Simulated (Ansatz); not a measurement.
## BaTiO₃: geometry relaxation (part 1 of 4)

The run: geometry relaxation of BaTiO₃ (Pm-3m, 10 atoms in the cell). Method and program: DFT with r2SCAN, PAW plane waves, spin-polarised (Ansatz 0.2.0).

The structure derives from an entry of the Crystallography Open Database. Ba sits on the octahedral site here and Ti on the 12-fold one, the reverse of the real perovskite. Figures and captions count atoms from 1; the log counts them from 0 in places.

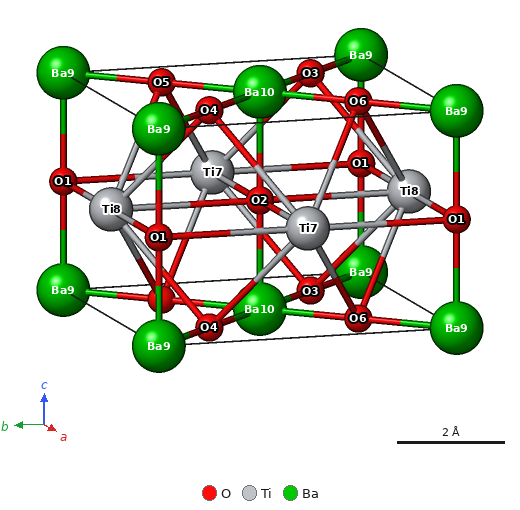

Fig. 1: The structure as given in the input (ball-and-stick view of the cell of the calculation, seen slightly off an axis; atoms are numbered from 1 in the order of the input).

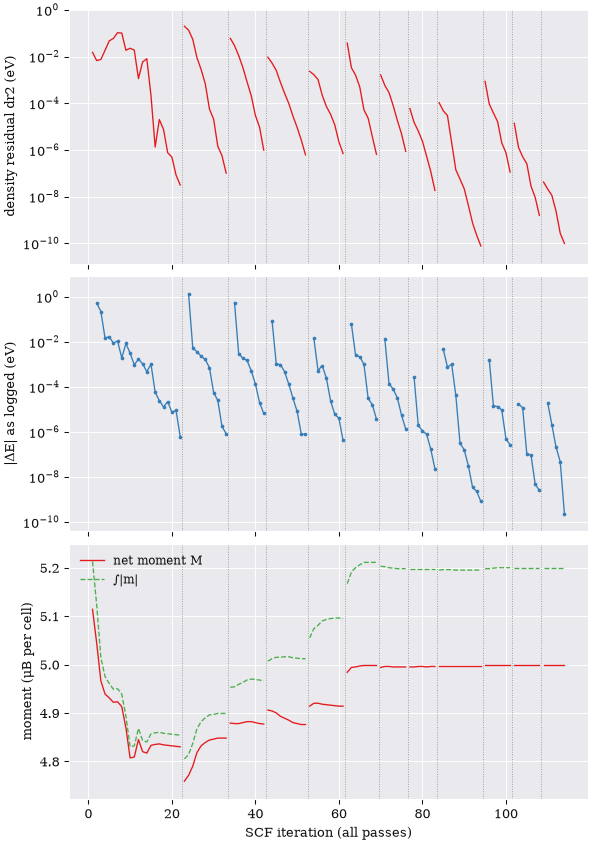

Fig. 2: Convergence of the self-consistent field: density residual dr2, size of the energy change and magnetic moment against the SCF iteration. The dotted lines part the SCF passes of the relaxation: geometry steps, rejected trials and re-solves on a re-selected basis. The 12 passes take 6 to 22 iterations each, 114 in all. The net moment goes from 5.1 to 5.0 μB per cell.

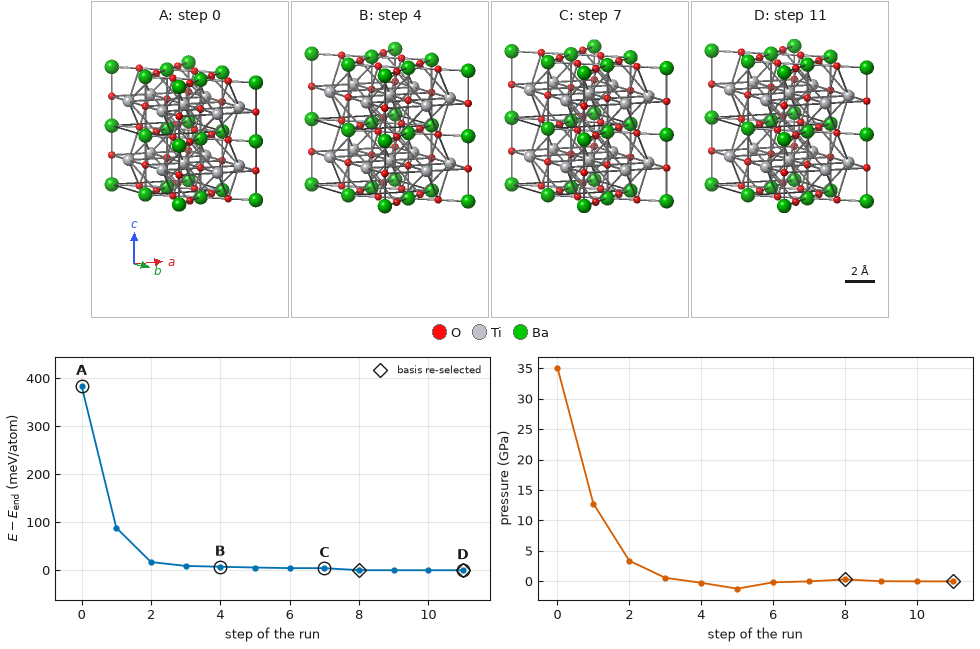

Fig. 3: Frames of the relaxation (ball-and-stick view of the cell of the calculation, repeated 1 × 2 × 2, seen at an oblique angle) above the curves, on which the letters mark them (the first geometry is step 0 here and step 1 in the log).

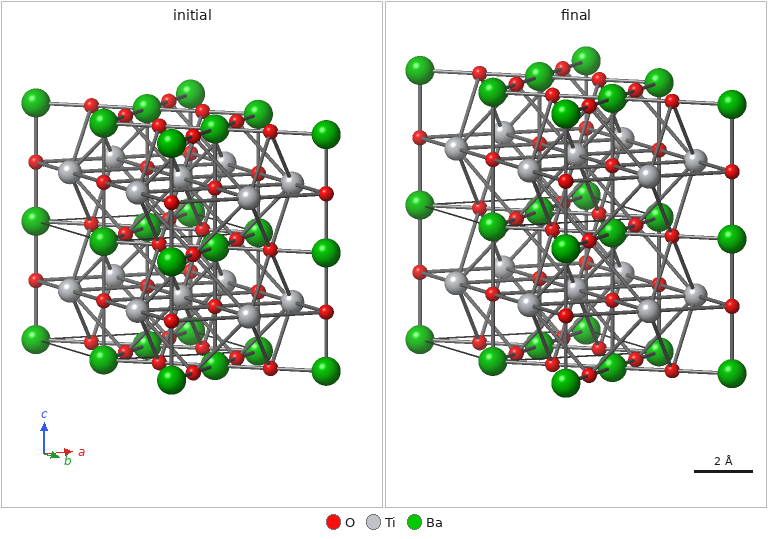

Fig. 4: Before (left) and after (right) the relaxation, at one scale (ball-and-stick view of the cell of the calculation, repeated 1 × 2 × 2, seen at an oblique angle). After 9 geometry steps the energy has fallen by 384 meV per atom. All forces vanish by symmetry, so only the cell relaxes. The pressure goes from 35.12 to 0.00 GPa. The basis was re-selected once at an unchanged geometry, which shifts the energy a little without any move. The atoms keep their places relative to the cell (all moves are under 0.005 Å). Cell: a = b 5.850 → 6.290 Å (+7.5 %), c 4.136 → 4.705 Å (+13.7 %). Volume +31.5 %. Among the contacts that change: O3–Ti7 2.925 → 3.237 Å, O1–Ba9 2.068 → 2.352 Å, O1–Ti7 2.925 → 3.145 Å, O3–Ba10 2.068 → 2.224 Å. Among the angles that change: Ti7–O3–Ti7 90.0° → 93.2°, Ti7–O3–Ti8 90.0° → 86.8°. The space group (tolerance 0.01 Å) goes from Pm-3m (No. 221) to P4/mmm (No. 123). The energy change given includes the shifts at the re-selections in mid-walk, which come without any move. A last SCF at the same geometry on a re-selected plane-wave basis shifts the energy by next to nothing (0.0 meV per atom). (Atoms are counted from 1 in the order of the input.)

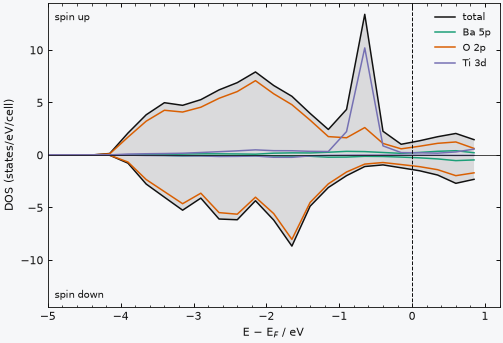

Fig. 5: Density of states (projected on Löwdin-orthogonalised atomic shells), with energies from the Fermi level. There are states at the Fermi level: a metal at this level of theory. The curves stop near 0.8 eV above the Fermi level, where the computed bands end.

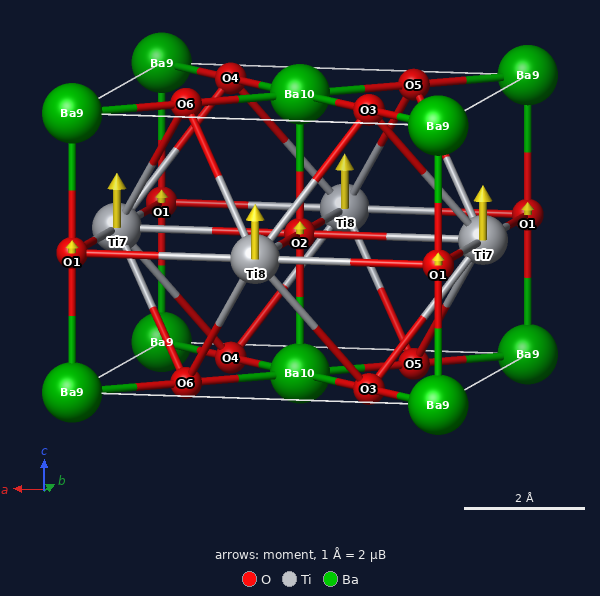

Fig. 6: Magnetic moments of the sites as yellow arrows (ball-and-stick view of the cell of the calculation, seen slightly off an axis; atoms are numbered from 1 in the order of the input); small moments hardly show. The run is collinear, so the axis drawn is arbitrary. Site moments: Ti7, Ti8 (1.86 μB); O1, O2 (0.43 μB); Ba9, Ba10 (0.07 μB). They are counted near the atoms and needn't add up to the moment of the cell.

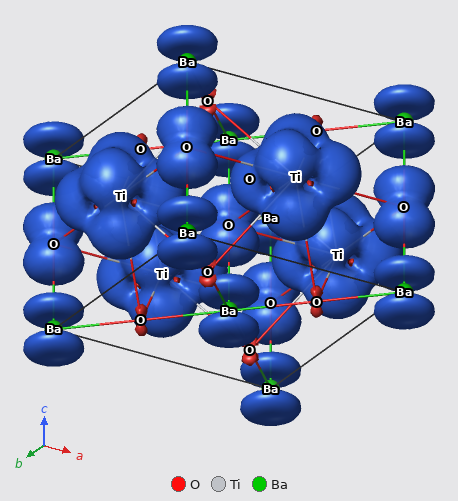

Fig. 7: Isosurfaces of the magnetisation density (up minus down) at +0.02 (blue) and −0.02 e/Å³ (red), seen at an oblique angle. Sticks mark near contacts. The outline is the calculation cell with its axes reversed. The cell of the calculation (10 atoms) carries 5.0 μB net. Core electrons are frozen (PAW), so the fields are smoothed inside the atomic spheres.

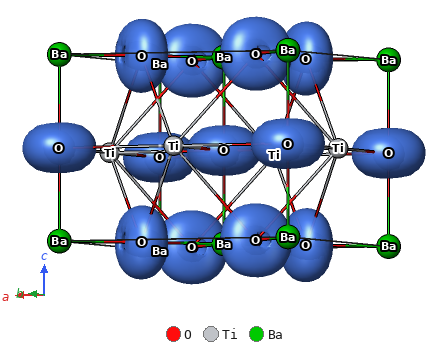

Fig. 8: Isosurface of the electron localisation function at 0.75 (blue), seen at an oblique angle. Core shells and regions of very low density are left out. Sticks mark near contacts. The outline is the calculation cell with its axes reversed. Values along the shortest contacts: Ba–O (2.22 Å): the ELF is about 0.45 at the midpoint and 0.30 at its lowest between the atoms.

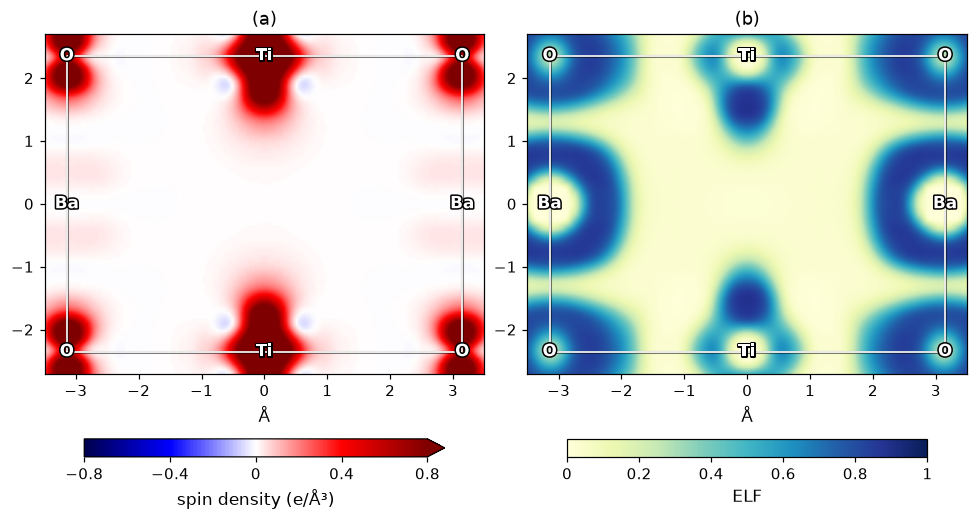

Fig. 9: (a) spin density; (b) electron localisation function on the (010) plane of the calculation cell with its axes reversed. The plane passes through O, Ti and Ba nuclei. Ba–O (2.35 Å): the ELF is about 0.35 at the midpoint and 0.20 at its lowest between the atoms. The strong features right at Ti and Ba lie inside the PAW spheres (semicore, d or f shells) and say nothing about bonding. The cell of the calculation (10 atoms) carries 5.0 μB net.

These pictures come from the run below.

The input:
```yaml
crystal:
  lattice:
    - [4.13644416, 4.13644416, 0.0]
    - [4.13644416, -4.13644416, 0.0]
    - [0.0, 0.0, 4.13644416]
  atoms:
    - { symbol: O, position: [0.0, 0.0, 0.5] }
    - { symbol: O, position: [0.5, 0.5, 0.5] }
    - { symbol: O, position: [0.25, 0.25, 0.0] }
    - { symbol: O, position: [0.75, 0.75, 0.0] }
    - { symbol: O, position: [0.25, 0.75, 0.0] }
    - { symbol: O, position: [0.75, 0.25, 0.0] }
    - { symbol: Ti, position: [0.0, 0.5, 0.5], spin: 1.0 }
    - { symbol: Ti, position: [0.5, 0.0, 0.5], spin: 1.0 }
    - { symbol: Ba, position: [0.0, 0.0, 0.0] }
    - { symbol: Ba, position: [0.5, 0.5, 0.0] }
kpoints:
  mp_grid: { grid: [4, 4, 6], shift: [0, 0, 0] }
magnetization:
  spin_polarized: true
scf:
  occupations: { method: fermi_dirac }
  lower_state_search: "off"
hamiltonian:
  pseudopotentials: { kind: paw }
  xc: r2scan
basis:
  ecutwfc: 500
  fft_grid_basis: typed
relax:
  max_steps: 40
  cell: { p_target: 0.0 }
output:
  forces: true
  stress: true
  eigenvalues: true
  bader: true
  populations: true
  elf: true
  write_potential: true
  volumetric_format: npy
  dos:
    e_range: [-12, 8]
    de: 0.05
    projected: { site_lists: { Ba: [Ba], O: [O], Ti: [Ti] } }
  write_density: true
checkpoint:
  read: saved_state
```

Run as:
```bash
ansatz run input.yaml --threads 2 --pin off --max-ram 4096MiB --backend cpu --events-out ev --progress --plain --runs-dir out
```

What the program printed:
```
Engine: ansatz 0.2.0, aarch64-unknown-linux-gnu
Pseudopotentials: kind: paw
Pseudopotential: O, paw, valence charge 6, recommended cutoff 500 eV (meta_gga), O.paw.azcp
Pseudopotential: Ti, paw, valence charge 12, recommended cutoff 500 eV (meta_gga), Ti.paw.azcp
Pseudopotential: Ba, paw, valence charge 10, recommended cutoff 500 eV (meta_gga), Ba.paw.azcp
Functional definition: r2SCAN
  parameter k0 = 0.174
  parameter k1 = 0.065
  parameter a1 = 4.9479
  exchange = r2scan_x(k0 = k0, k1 = k1, a1 = a1)
  correlation = r2scan_c
Crystal: 10 atoms, lattice volume = 141.551 Å³
Basis set: ecut = 500 eV, 3563 PW (Γ), exchange–correlation on 180×180×128 points (64 copies of the dense FFT grid, shifted against one another)
Bands: 51, of which v1, the nominal top of the filled ones, is band 40 counted from 1 (39 counted from 0)
Symmetry: 32 space group operations
Space group: Pm-3m (ITA 221), of the structure as read, at distance tolerance 5.2e-5 Å
Magnetic group: BNS 221.92 (UNI 1594), of the structure as read, at distance tolerance 5.2e-5 Å
k-points: 24 of 96
Non-local potential: O, projectors of the file, l = 0: 2, l = 1: 2, l = 2: 1
Non-local potential: Ti, projectors of the file, l = 0: 3, l = 1: 2, l = 2: 3, l = 3: 1
Non-local potential: Ba, projectors of the file, l = 0: 3, l = 1: 2, l = 2: 2, l = 3: 2
PAW form: soft (Blöchl's): semilocal exchange-correlation on the pseudo side does not see the compensation charge
PAW frozen core: O, regenerated for the run's functional (the file was generated under x = pbe(κ = 0.804, μ = 0.2195149727645171), c = pbe(β = 0.06672455060314922))
PAW frozen core: Ti, regenerated for the run's functional (the file was generated under x = pbe(κ = 0.804, μ = 0.2195149727645171), c = pbe(β = 0.06672455060314922))
PAW frozen core: Ba, regenerated for the run's functional (the file was generated under x = pbe(κ = 0.804, μ = 0.2195149727645171), c = pbe(β = 0.06672455060314922))
PAW one-centre angular grid: O, 302 points (default); XC on 160 Gauss nodes
PAW one-centre angular grid: Ti, 590 points (default); XC on 160 Gauss nodes
PAW one-centre angular grid: Ba, 302 points (default); XC on 160 Gauss nodes
Initial density: read from a saved state, or passed on in memory by an earlier SCF of this step, an earlier step, the calling program or the single point that the run made first
Starting moments: Σ|m| = 2 μB on 2 of 10 sites; this step starts from the density that it was given
Initial wavefunctions: pseudopotential atomic-orbital guess
Functional: x = r2scan, c = r2scan; τ floored in thin density (d = 2e-4 eV/Å³)
iter 1 solved again at ethr=1.87e-5 eV; its pass at ethr=3.10e-3 eV (dr2=1.50e-2 eV) is discarded
```
